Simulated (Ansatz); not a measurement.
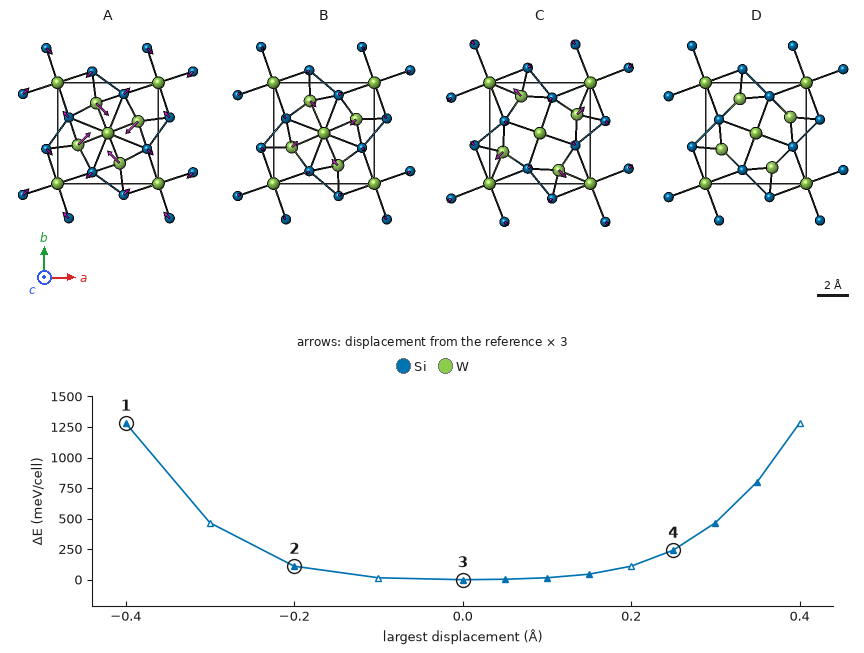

Energy scan for crystalline Si₂W₃ (P4/mbm), in which a normal mode at the zone centre is frozen in with the cell fixed, the amplitude being the largest displacement of an atom. The frames are shuffled; the numbered points of the plot belong to them. Hollow markers are points alike by symmetry, not computed again. The picture is a ball-and-stick view of the cell of the calculation, seen along the c axis. Purple arrows: displacements from the reference.

Method: DFT PBE, scalar-relativistic, plane waves, PAW (Ansatz). Set-up: plane-wave cutoff 420 eV; k-point mesh 6 × 6 × 12; occupations gaussian; smearing width 0.15 eV; no spin polarisation. Energies (free energies at the smearing named) are counted from the relaxed crystal.

Question: Match the frames to the points.

Answer: Point 1 is frame A (the amplitude −0.40 Å, 1282 meV/cell); 2 is frame B (the amplitude −0.20 Å, 111 meV/cell); 3 is frame D (the amplitude 0.00 Å, 0 meV/cell); 4 is frame C (the amplitude 0.25 Å, 241 meV/cell). The harmonic wavenumber of the mode is 33 cm⁻¹, a stable vibration. The lowest computed point lies at the amplitude 0.00 Å (0 meV/cell). The end points stand at 1282 meV/cell (−0.40 Å) and 1282 meV/cell (0.40 Å). The well is symmetric. At the highest point the shortest interatomic distance is 2.40 Å, against 2.52 Å in the reference. The distortion takes the space group from P4/mbm to P4/m.
